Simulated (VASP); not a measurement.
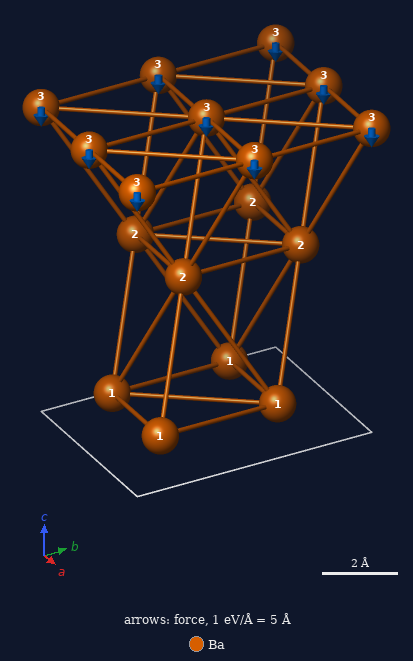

Starting geometry of a slab of composition Ba with the computed forces as blue arrows. The picture is a ball-and-stick view of the 2 × 2 repeat of the cell, outlined in the plane, without the vacuum, seen slightly off an axis.

The run lets the atoms move in a fixed cell. 1 atoms are held fixed.

These are results of Kohn-Sham DFT of a periodic cell, PBE with D3, VASP PAW PBE potentials, recommended (VASP 6.6.1), not measurements.

The input:
```
SYSTEM = Ba
ALGO = Normal
DIPOL = 0.5 0.5 0.500
EDIFF = 1E-7
EDIFFG = -0.01
ENCUT = 520
GGA = PE
IBRION = 2
IDIPOL = 3
ISIF = 2
ISMEAR = 0
IVDW = 11
LASPH = .TRUE.
LCHARG = .FALSE.
LDIPOL = .TRUE.
LREAL = .FALSE.
LWAVE = .FALSE.
NELM = 80
NSW = 40
PREC = Accurate
SIGMA = 0.05
```

Run as
```bash
cat potpaw_PBE.64/Ba_sv/POTCAR > POTCAR
mpirun -np 1 vasp_std > vasp.out
```

Question: What follows when this structure is relaxed?

Answer: It isn't relaxed: the largest force vector, on Ba3, is 0.11 eV/Å. The atoms end up moving mostly along the starting forces (cosine between the two patterns 0.89). The energy falls by 17.5 meV per cell of the calculation in 10 geometry steps. The largest force component goes from 0.11 to 0.0059 eV/Å. The largest move is that of Ba3, 0.31 Å along the normal (−c). The cell stays as it was. Among the contacts that change: Ba1–Ba2 4.572 → 4.444 Å, Ba2–Ba3 4.572 → 4.448 Å. It ran on 1 thread of Intel(R) Xeon(R) Platinum 8488C (Sapphire Rapids), with other jobs on the host.
